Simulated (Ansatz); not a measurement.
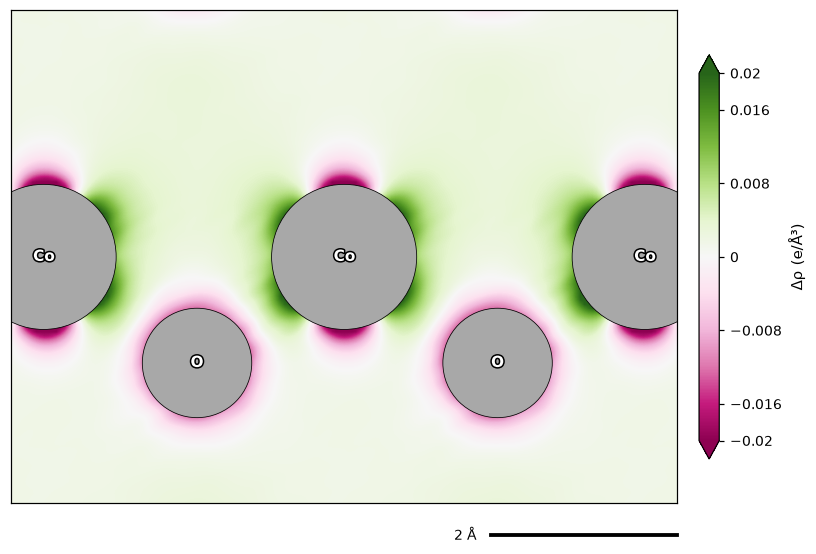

CoO. Difference of the valence pseudo-densities of two functionals at the same geometry, on the (11̄0) plane of the calculation cell: one of PBE and PBEsol less the other.

Both computed with Ansatz (plane waves, PAW), on the same k-point mesh. Grey discs cover the atomic cores.

```xyz
2
Lattice="1.6336 0.9432 2.6168 -1.6336 0.9432 2.6168 0.0000 -1.8864 2.6168" Properties=species:S:1:pos:R:3 pbc="T T T"
Co    0.0000    0.0000    7.8424
O     0.0000    0.0000    5.8958
```

> Which was subtracted from which, and what does the map show?

It is PBEsol less PBE. Against PBE, PBEsol gives a change of +0.009 e/Å³ at the midpoint of Co–O and +0.008 e/Å³ at the midpoint of Co–O.
